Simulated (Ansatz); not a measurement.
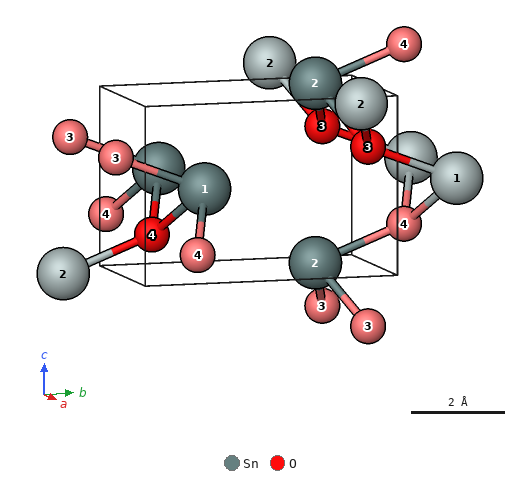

**Figure 1.** The starting structure (ball-and-stick view of the cell of the calculation, seen slightly off an axis; neighbours outside the cell are drawn fainter; atoms are numbered from 1 in the order of the input). Near neighbours in the crystal (not all of them lie inside the picture): Sn has 3 O at 2.15 to 2.16 Å; O has 3 Sn at 2.15 to 2.16 Å.

**Geometry relaxation, with input and output: SnO (part 1 of 2)**

The run: geometry relaxation of SnO (Pmn2₁, 4 atoms in the cell). Method and program: DFT, r2SCAN+rVV10, plane waves, PAW, no spin polarisation (Ansatz 0.2.0).

The structure derives from a Materials Project entry. The geometry comes from this level: pbe-d3bj. Figures and captions count atoms from 1; the log counts them from 0 in places.

## Log
```
Engine: ansatz 0.2.0, aarch64-unknown-linux-gnu
Pseudopotentials: kind: paw
Pseudopotential: Sn, paw, valence charge 14, recommended cutoff 500 eV (meta_gga), Sn.paw.azcp
Pseudopotential: O, paw, valence charge 6, recommended cutoff 500 eV (meta_gga), O.paw.azcp
Functional definition: r2SCAN+rVV10
  parameter k0 = 0.174
  parameter k1 = 0.065
  parameter a1 = 4.9479
  exchange = r2scan_x(k0 = k0, k1 = k1, a1 = a1)
  correlation = r2scan_c + rvv10(11.95, 0.0093)
Crystal: 4 atoms, lattice volume = 74.938 Å³
Basis set: ecut = 500 eV, 1895 PW (Γ), exchange–correlation on 120×192×128 points (64 copies of the dense FFT grid, shifted against one another)
Bands: 24, of which v1, the nominal top of the filled ones, is band 20 counted from 1 (19 counted from 0)
Symmetry: 4 space group operations
Space group: Pmn21 (ITA 31), of the structure as read, at distance tolerance 4.2e-5 Å
k-points: 60 of 192 (time reversal used)
Non-local potential: Sn, projectors of the file, l = 0: 2, l = 1: 2, l = 2: 2, l = 3: 2
Non-local potential: O, projectors of the file, l = 0: 2, l = 1: 2, l = 2: 1
PAW form: soft (Blöchl's): semilocal exchange-correlation on the pseudo side does not see the compensation charge
rVV10 density: all electrons in the spheres
PAW frozen core: Sn, regenerated for the run's functional (the file was generated under x = pbe(κ = 0.804, μ = 0.2195149727645171), c = pbe(β = 0.06672455060314922))
PAW frozen core: O, regenerated for the run's functional (the file was generated under x = pbe(κ = 0.804, μ = 0.2195149727645171), c = pbe(β = 0.06672455060314922))
PAW one-centre angular grid: Sn, 590 points (default); XC on 249 of its mesh's 2787 points in the sphere
PAW one-centre angular grid: O, 302 points (default); XC on 160 Gauss nodes
Initial density: superposition of atomic densities (neutral atoms: chi_scale 0, normalization atom), corrected by the library's trained network
Initial wavefunctions: pseudopotential atomic-orbital guess
Functional: x = r2scan, c = r2scan + rvv10(b = 11.95, C = 0.0093); τ floored in thin density (d = 2e-4 eV/Å³)
SCF iter   1: F=—  HF=-13209.878620 eV  |F-HF|=—  |Δ(HF+E_count)|=         —  Δρ=6.55e-3  dr2=2.60e-2  dr2_τ=9.35e-2  ethr=1.77e-3  ⟨swp⟩=6.6  Hψ=6891  notcnv=0
preconditioner: auto → none  [insulator: Δε(μ)=1.582 eV  Ē_g=18.668 eV  σ=0.020 eV  W_gap=1.00  n_scr=16 (ndim 8)  ℏωp=27.1 eV  f_vac=0.000  D(μ)=0.00/eV (n_scr^D=0)  ε∞_Penn≈3.1]
SCF iter   2: F=—  HF=-13209.939606 eV  |F-HF|=—  |Δ(HF+E_count)|=   6.10e-2  Δρ=3.51e-3  dr2=4.89e-3  dr2_τ=3.34e-4  ethr=6.51e-5  ⟨swp⟩=3.3  Hψ=3288  notcnv=0
SCF iter   3: F=—  HF=-13209.940753 eV  |F-HF|=—  |Δ(HF+E_count)|=   1.15e-3  Δρ=1.83e-3  dr2=3.17e-3  dr2_τ=1.87e-4  ethr=1.22e-5  ⟨swp⟩=3.5  Hψ=3120  notcnv=0
SCF iter   4: F=—  HF=-13209.940159 eV  |F-HF|=—  |Δ(HF+E_count)|=   5.94e-4  Δρ=6.99e-4  dr2=4.57e-4  dr2_τ=6.21e-5  ethr=7.92e-6  ⟨swp⟩=3.0  Hψ=3098  notcnv=0
SCF iter   5: F=—  HF=-13209.940084 eV  |F-HF|=—  |Δ(HF+E_count)|=   7.53e-5  Δρ=1.09e-4  dr2=6.90e-6  dr2_τ=7.62e-7  ethr=1.14e-6  ⟨swp⟩=2.0  Hψ=1839  notcnv=0
SCF iter   6: F=—  HF=-13209.940087 eV  |F-HF|=—  |Δ(HF+E_count)|=   3.27e-6  Δρ=4.88e-5  dr2=1.01e-6  dr2_τ=8.26e-8  ethr=1.73e-8  ⟨swp⟩=3.0  Hψ=2872  notcnv=0
SCF iter   7: F=-13209.940088 eV  HF=-13209.940088 eV  |F-HF|=1.01e-9  |Δ(HF+E_count)|=   6.08e-7  Δρ=6.51e-6  dr2=1.77e-8  dr2_τ=1.39e-9  ethr=2.50e-10  ⟨swp⟩=4.0  Hψ=6181  notcnv=0
SCF 1 converged in 7 iterations: F = -13209.940088 eV  dr2 = 1.77e-8
  greatest PAW one-centre occupation: 0.993 electrons in one spin orbital (limit 2), on the Sn atom at site 1 (counted from 0), in its partial waves of l = 2
relax step   1: F+E_penalty+E_count = -13209.94008772 eV  Δ(F+E_penalty+E_count) = +0.000e0 eV  max|allowed force component| = 5.034e-1 eV/Å  Δτ_max = 0.0000 Å  P = -2.714 GPa  Ω = 74.938 Å³  (7 SCF iters, dr2 threshold 1.00e-7 eV, accepted)
Crystal: 4 atoms, lattice volume = 75.199 Å³
Basis set: ecut = 500 eV, 1899 PW (Γ), exchange–correlation on 120×192×128 points (64 copies of the dense FFT grid, shifted against one another)
rVV10 density: all electrons in the spheres
Initial density: handed on by an earlier stage of this run
Initial wavefunctions: those handed on with the density
iter 1 solved again at ethr=4.67e-5 eV; its pass at ethr=3.10e-3 eV (dr2=1.87e-2 eV) is discarded
SCF iter   1: F=—  HF=-13209.858155 eV  |F-HF|=—  |Δ(HF+E_count)|=         —  Δρ=5.79e-3  dr2=1.88e-2  dr2_τ=1.35e-1  ethr=4.67e-5  ⟨swp⟩=2.0  Hψ=9131  notcnv=0
preconditioner: auto → none  [insulator: Δε(μ)=1.745 eV  Ē_g=18.821 eV  σ=0.020 eV  W_gap=1.00  n_scr=16 (ndim 8)  ℏωp=27.1 eV  f_vac=0.002  D(μ)=0.00/eV (n_scr^D=0)  ε∞_Penn≈3.1]
SCF iter   2: F=—  HF=-13209.968873 eV  |F-HF|=—  |Δ(HF+E_count)|=   1.11e-1  Δρ=2.51e-3  dr2=8.66e-3  dr2_τ=3.33e-4  ethr=4.67e-5  ⟨swp⟩=3.1  Hψ=3169  notcnv=0
SCF iter   3: F=—  HF=-13209.967459 eV  |F-HF|=—  |Δ(HF+E_count)|=   1.41e-3  Δρ=1.98e-3  dr2=1.67e-3  dr2_τ=1.37e-4  ethr=2.16e-5  ⟨swp⟩=3.4  Hψ=3054  notcnv=0
SCF iter   4: F=—  HF=-13209.967857 eV  |F-HF|=—  |Δ(HF+E_count)|=   3.98e-4  Δρ=1.04e-3  dr2=6.11e-4  dr2_τ=1.01e-4  ethr=4.17e-6  ⟨swp⟩=2.0  Hψ=2280  notcnv=0
SCF iter   5: F=—  HF=-13209.967756 eV  |F-HF|=—  |Δ(HF+E_count)|=   1.01e-4  Δρ=2.72e-4  dr2=3.54e-5  dr2_τ=3.44e-6  ethr=1.53e-6  ⟨swp⟩=2.0  Hψ=1923  notcnv=0
SCF iter   6: F=—  HF=-13209.967763 eV  |F-HF|=—  |Δ(HF+E_count)|=   6.60e-6  Δρ=6.24e-5  dr2=1.19e-6  dr2_τ=1.37e-7  ethr=8.85e-8  ⟨swp⟩=2.6  Hψ=2485  notcnv=0
SCF iter   7: F=-13209.967764 eV  HF=-13209.967764 eV  |F-HF|=3.27e-9  |Δ(HF+E_count)|=   1.32e-6  Δρ=1.07e-5  dr2=7.69e-8  dr2_τ=4.51e-9  ethr=1.00e-9  ⟨swp⟩=5.0  Hψ=5693  notcnv=0
SCF 2 converged in 7 iterations: F = -13209.967764 eV  dr2 = 7.69e-8
  greatest PAW one-centre occupation: 0.993 electrons in one spin orbital (limit 2), on the Sn atom at site 0 (counted from 0), in its partial waves of l = 2
relax step   2: F+E_penalty+E_count = -13209.96776383 eV  Δ(F+E_penalty+E_count) = -2.768e-2 eV  max|allowed force component| = 1.660e-1 eV/Å  Δτ_max = 0.0514 Å  P = +0.358 GPa  Ω = 75.199 Å³  energy of the carried Pulay correction = -6.266e-5 eV  (7 SCF iters, dr2 threshold 4.00e-7 eV, accepted)
Crystal: 4 atoms, lattice volume = 74.913 Å³
Basis set: ecut = 500 eV, 1887 PW (Γ), exchange–correlation on 120×192×128 points (64 copies of the dense FFT grid, shifted against one another)
rVV10 density: all electrons in the spheres
iter 1 solved again at ethr=1.71e-5 eV; its pass at ethr=3.10e-3 eV (dr2=6.84e-3 eV) is discarded
SCF iter   1: F=—  HF=-13209.964694 eV  |F-HF|=—  |Δ(HF+E_count)|=         —  Δρ=3.37e-3  dr2=6.83e-3  dr2_τ=4.43e-2  ethr=1.71e-5  ⟨swp⟩=2.0  Hψ=7698  notcnv=0
preconditioner: auto → none  [insulator: Δε(μ)=1.714 eV  Ē_g=18.753 eV  σ=0.020 eV  W_gap=1.00  n_scr=16 (ndim 8)  ℏωp=27.1 eV  f_vac=0.000  D(μ)=0.00/eV (n_scr^D=0)  ε∞_Penn≈3.1]
SCF iter   2: F=—  HF=-13209.971338 eV  |F-HF|=—  |Δ(HF+E_count)|=   6.64e-3  Δρ=1.25e-3  dr2=1.34e-3  dr2_τ=7.06e-5  ethr=1.71e-5  ⟨swp⟩=3.0  Hψ=3122  notcnv=0
SCF iter   3: F=—  HF=-13209.971072 eV  |F-HF|=—  |Δ(HF+E_count)|=   2.66e-4  Δρ=8.35e-4  dr2=2.13e-4  dr2_τ=2.15e-5  ethr=3.36e-6  ⟨swp⟩=2.4  Hψ=2767  notcnv=0
SCF iter   4: F=—  HF=-13209.971152 eV  |F-HF|=—  |Δ(HF+E_count)|=   8.00e-5  Δρ=5.10e-4  dr2=1.69e-4  dr2_τ=2.03e-5  ethr=5.32e-7  ⟨swp⟩=2.0  Hψ=2040  notcnv=0
SCF iter   5: F=—  HF=-13209.971121 eV  |F-HF|=—  |Δ(HF+E_count)|=   3.13e-5  Δρ=9.28e-5  dr2=3.19e-6  dr2_τ=3.41e-7  ethr=4.22e-7  ⟨swp⟩=2.0  Hψ=1868  notcnv=0
SCF iter   6: F=-13209.971122 eV  HF=-13209.971122 eV  |F-HF|=6.23e-8  |Δ(HF+E_count)|=   1.20e-6  Δρ=2.05e-5  dr2=1.24e-7  dr2_τ=1.60e-8  ethr=1.00e-9  ⟨swp⟩=4.0  Hψ=6673  notcnv=0
SCF 3 converged in 6 iterations: F = -13209.971122 eV  dr2 = 1.24e-7
relax step   3: F+E_penalty+E_count = -13209.97112206 eV  Δ(F+E_penalty+E_count) = -3.358e-3 eV  max|allowed force component| = 6.922e-2 eV/Å  Δτ_max = 0.0210 Å  P = -0.041 GPa  Ω = 74.913 Å³  energy of the carried Pulay correction = +6.025e-6 eV  (6 SCF iters, dr2 threshold 4.00e-7 eV, accepted)
Crystal: 4 atoms, lattice volume = 75.213 Å³
rVV10 density: all electrons in the spheres
iter 1 solved again at ethr=4.84e-7 eV; its pass at ethr=3.10e-3 eV (dr2=1.94e-4 eV) is discarded
SCF iter   1: F=—  HF=-13209.971305 eV  |F-HF|=—  |Δ(HF+E_count)|=         —  Δρ=6.64e-4  dr2=1.88e-4  dr2_τ=2.78e-3  ethr=4.84e-7  ⟨swp⟩=3.0  Hψ=8607  notcnv=0
preconditioner: auto → none  [insulator: Δε(μ)=1.717 eV  Ē_g=18.766 eV  σ=0.020 eV  W_gap=1.00  n_scr=16 (ndim 8)  ℏωp=27.1 eV  f_vac=0.000  D(μ)=0.00/eV (n_scr^D=0)  ε∞_Penn≈3.1]
SCF iter   2: F=—  HF=-13209.972556 eV  |F-HF|=—  |Δ(HF+E_count)|=   1.25e-3  Δρ=3.36e-4  dr2=6.18e-5  dr2_τ=5.62e-6  ethr=4.70e-7  ⟨swp⟩=2.1  Hψ=2886  notcnv=0
SCF iter   3: F=—  HF=-13209.972555 eV  |F-HF|=—  |Δ(HF+E_count)|=   1.35e-6  Δρ=2.16e-4  dr2=2.00e-5  dr2_τ=2.62e-6  ethr=1.54e-7  ⟨swp⟩=2.0  Hψ=1998  notcnv=0
SCF iter   4: F=—  HF=-13209.972556 eV  |F-HF|=—  |Δ(HF+E_count)|=   1.29e-6  Δρ=9.00e-5  dr2=3.13e-6  dr2_τ=5.63e-7  ethr=5.01e-8  ⟨swp⟩=2.1  Hψ=2015  notcnv=0
SCF iter   5: F=—  HF=-13209.972557 eV  |F-HF|=—  |Δ(HF+E_count)|=   5.90e-7  Δρ=3.42e-5  dr2=4.01e-7  dr2_τ=3.92e-8  ethr=7.81e-9  ⟨swp⟩=2.7  Hψ=2618  notcnv=0
SCF iter   6: F=-13209.972557 eV  HF=-13209.972557 eV  |F-HF|=7.56e-9  |Δ(HF+E_count)|=   1.52e-7  Δρ=1.04e-5  dr2=6.18e-8  dr2_τ=2.95e-9  ethr=7.49e-10  ⟨swp⟩=5.0  Hψ=4979  notcnv=0
SCF 4 converged in 6 iterations: F = -13209.972557 eV  dr2 = 6.18e-8
relax step   4: F+E_penalty+E_count = -13209.97255667 eV  Δ(F+E_penalty+E_count) = -1.435e-3 eV  max|allowed force component| = 4.457e-2 eV/Å  Δτ_max = 0.0051 Å  P = -0.111 GPa  Ω = 75.213 Å³  energy of the carried Pulay correction = -6.621e-5 eV  (6 SCF iters, dr2 threshold 2.99e-7 eV, accepted)
Crystal: 4 atoms, lattice volume = 75.531 Å³
Basis set: ecut = 500 eV, 1903 PW (Γ), exchange–correlation on 120×192×128 points (64 copies of the dense FFT grid, shifted against one another)
rVV10 density: all electrons in the spheres
iter 1 solved again at ethr=2.47e-6 eV; its pass at ethr=3.10e-3 eV (dr2=9.86e-4 eV) is discarded
SCF iter   1: F=—  HF=-13209.970629 eV  |F-HF|=—  |Δ(HF+E_count)|=         —  Δρ=1.37e-3  dr2=9.68e-4  dr2_τ=8.71e-3  ethr=2.47e-6  ⟨swp⟩=2.0  Hψ=9051  notcnv=0
preconditioner: auto → none  [insulator: Δε(μ)=1.713 eV  Ē_g=18.759 eV  σ=0.020 eV  W_gap=1.00  n_scr=16 (ndim 8)  ℏωp=27.0 eV  f_vac=0.000  D(μ)=0.00/eV (n_scr^D=0)  ε∞_Penn≈3.1]
SCF iter   2: F=—  HF=-13209.973569 eV  |F-HF|=—  |Δ(HF+E_count)|=   2.94e-3  Δρ=5.60e-4  dr2=2.10e-4  dr2_τ=1.77e-5  ethr=2.42e-6  ⟨swp⟩=2.1  Hψ=2884  notcnv=0
SCF iter   3: F=—  HF=-13209.973536 eV  |F-HF|=—  |Δ(HF+E_count)|=   3.32e-5  Δρ=3.07e-4  dr2=2.91e-5  dr2_τ=3.64e-6  ethr=5.26e-7  ⟨swp⟩=3.0  Hψ=2646  notcnv=0
SCF iter   4: F=—  HF=-13209.973551 eV  |F-HF|=—  |Δ(HF+E_count)|=   1.48e-5  Δρ=1.71e-4  dr2=2.32e-5  dr2_τ=2.36e-6  ethr=7.26e-8  ⟨swp⟩=2.6  Hψ=2549  notcnv=0
SCF iter   5: F=—  HF=-13209.973547 eV  |F-HF|=—  |Δ(HF+E_count)|=   3.85e-6  Δρ=4.45e-5  dr2=1.13e-6  dr2_τ=1.10e-7  ethr=5.79e-8  ⟨swp⟩=2.0  Hψ=1911  notcnv=0
SCF iter   6: F=-13209.973547 eV  HF=-13209.973547 eV  |F-HF|=1.04e-8  |Δ(HF+E_count)|=   6.92e-8  Δρ=1.27e-5  dr2=8.35e-8  dr2_τ=4.13e-9  ethr=3.10e-10  ⟨swp⟩=3.9  Hψ=6144  notcnv=0
SCF 5 converged in 6 iterations: F = -13209.973547 eV  dr2 = 8.35e-8
relax step   5: F+E_penalty+E_count = -13209.97354702 eV  Δ(F+E_penalty+E_count) = -9.903e-4 eV  max|allowed force component| = 2.586e-2 eV/Å  Δτ_max = 0.0091 Å  P = -0.125 GPa  Ω = 75.531 Å³  energy of the carried Pulay correction = -1.423e-4 eV  (6 SCF iters, dr2 threshold 1.24e-7 eV, accepted)
Crystal: 4 atoms, lattice volume = 75.616 Å³
rVV10 density: all electrons in the spheres
iter 1 solved again at ethr=1.97e-6 eV; its pass at ethr=3.10e-3 eV (dr2=7.87e-4 eV) is discarded
SCF iter   1: F=—  HF=-13209.971496 eV  |F-HF|=—  |Δ(HF+E_count)|=         —  Δρ=1.26e-3  dr2=7.92e-4  dr2_τ=7.09e-3  ethr=1.97e-6  ⟨swp⟩=2.0  Hψ=9189  notcnv=0
preconditioner: auto → none  [insulator: Δε(μ)=1.705 eV  Ē_g=18.773 eV  σ=0.020 eV  W_gap=1.00  n_scr=16 (ndim 8)  ℏωp=27.0 eV  f_vac=0.000  D(μ)=0.00/eV (n_scr^D=0)  ε∞_Penn≈3.1]
SCF iter   2: F=—  HF=-13209.974213 eV  |F-HF|=—  |Δ(HF+E_count)|=   2.72e-3  Δρ=5.01e-4  dr2=1.69e-4  dr2_τ=1.26e-5  ethr=1.97e-6  ⟨swp⟩=2.1  Hψ=2884  notcnv=0
SCF iter   3: F=—  HF=-13209.974197 eV  |F-HF|=—  |Δ(HF+E_count)|=   1.61e-5  Δρ=2.87e-4  dr2=2.57e-5  dr2_τ=2.59e-6  ethr=4.24e-7  ⟨swp⟩=3.0  Hψ=2769  notcnv=0
SCF iter   4: F=—  HF=-13209.974217 eV  |F-HF|=—  |Δ(HF+E_count)|=   1.92e-5  Δρ=9.71e-5  dr2=6.23e-6  dr2_τ=6.57e-7  ethr=6.41e-8  ⟨swp⟩=2.0  Hψ=2040  notcnv=0
SCF iter   5: F=—  HF=-13209.974216 eV  |F-HF|=—  |Δ(HF+E_count)|=   9.25e-7  Δρ=3.97e-5  dr2=1.21e-6  dr2_τ=1.11e-7  ethr=1.56e-8  ⟨swp⟩=2.0  Hψ=2017  notcnv=0
SCF iter   6: F=—  HF=-13209.974215 eV  |F-HF|=—  |Δ(HF+E_count)|=   1.32e-7  Δρ=1.55e-5  dr2=1.60e-7  dr2_τ=6.02e-9  ethr=3.02e-9  ⟨swp⟩=2.0  Hψ=1864  notcnv=0
SCF iter   7: F=-13209.974215 eV  HF=-13209.974215 eV  |F-HF|=1.90e-9  |Δ(HF+E_count)|=  3.13e-10  Δρ=4.46e-6  dr2=5.83e-9  dr2_τ=5.49e-10  ethr=3.95e-10  ⟨swp⟩=4.8  Hψ=4764  notcnv=0
SCF 6 converged in 7 iterations: F = -13209.974215 eV  dr2 = 5.83e-9
relax step   6: F+E_penalty+E_count = -13209.97421550 eV  Δ(F+E_penalty+E_count) = -6.685e-4 eV  max|allowed force component| = 1.951e-2 eV/Å  Δτ_max = 0.0079 Å  P = +0.166 GPa  Ω = 75.616 Å³  energy of the carried Pulay correction = -1.627e-4 eV  (7 SCF iters, dr2 threshold 1.58e-7 eV, accepted)
Crystal: 4 atoms, lattice volume = 75.997 Å³
Basis set: ecut = 500 eV, 1907 PW (Γ), exchange–correlation on 120×192×128 points (64 copies of the dense FFT grid, shifted against one another)
rVV10 density: all electrons in the spheres
iter 1 solved again at ethr=1.31e-6 eV; its pass at ethr=3.10e-3 eV (dr2=5.22e-4 eV) is discarded
SCF iter   1: F=—  HF=-13209.972159 eV  |F-HF|=—  |Δ(HF+E_count)|=         —  Δρ=1.00e-3  dr2=5.20e-4  dr2_τ=4.70e-3  ethr=1.31e-6  ⟨swp⟩=2.0  Hψ=8902  notcnv=0
preconditioner: auto → none  [insulator: Δε(μ)=1.702 eV  Ē_g=18.761 eV  σ=0.020 eV  W_gap=1.00  n_scr=16 (ndim 8)  ℏωp=26.9 eV  f_vac=0.000  D(μ)=0.00/eV (n_scr^D=0)  ε∞_Penn≈3.1]
SCF iter   2: F=—  HF=-13209.974441 eV  |F-HF|=—  |Δ(HF+E_count)|=   2.28e-3  Δρ=5.03e-4  dr2=1.61e-4  dr2_τ=1.50e-5  ethr=1.30e-6  ⟨swp⟩=2.1  Hψ=2886  notcnv=0
SCF iter   3: F=—  HF=-13209.974421 eV  |F-HF|=—  |Δ(HF+E_count)|=   2.01e-5  Δρ=2.57e-4  dr2=2.54e-5  dr2_τ=3.77e-6  ethr=4.02e-7  ⟨swp⟩=2.0  Hψ=1976  notcnv=0
SCF iter   4: F=—  HF=-13209.974430 eV  |F-HF|=—  |Δ(HF+E_count)|=   9.17e-6  Δρ=1.26e-4  dr2=1.03e-5  dr2_τ=9.46e-7  ethr=6.36e-8  ⟨swp⟩=2.8  Hψ=2625  notcnv=0
SCF iter   5: F=—  HF=-13209.974431 eV  |F-HF|=—  |Δ(HF+E_count)|=   5.97e-7  Δρ=3.55e-5  dr2=4.90e-7  dr2_τ=5.88e-8  ethr=2.58e-8  ⟨swp⟩=2.9  Hψ=2629  notcnv=0
SCF iter   6: F=-13209.974431 eV  HF=-13209.974431 eV  |F-HF|=3.68e-9  |Δ(HF+E_count)|=   2.70e-7  Δρ=1.02e-5  dr2=4.25e-8  dr2_τ=2.76e-9  ethr=2.54e-10  ⟨swp⟩=5.1  Hψ=5281  notcnv=0
SCF 7 converged in 6 iterations: F = -13209.974431 eV  dr2 = 4.25e-8
relax step   7: F+E_penalty+E_count = -13209.97443080 eV  Δ(F+E_penalty+E_count) = -2.153e-4 eV  max|allowed force component| = 1.247e-3 eV/Å  Δτ_max = 0.0063 Å  P = +0.006 GPa  Ω = 75.997 Å³  energy of the carried Pulay correction = -2.534e-4 eV  (6 SCF iters, dr2 threshold 1.01e-7 eV, accepted)
Crystal: 4 atoms, lattice volume = 76.089 Å³
Basis set: ecut = 500 eV, 1915 PW (Γ), exchange–correlation on 120×192×128 points (64 copies of the dense FFT grid, shifted against one another)
rVV10 density: all electrons in the spheres
iter 1 solved again at ethr=2.19e-7 eV; its pass at ethr=3.10e-3 eV (dr2=8.77e-5 eV) is discarded
```
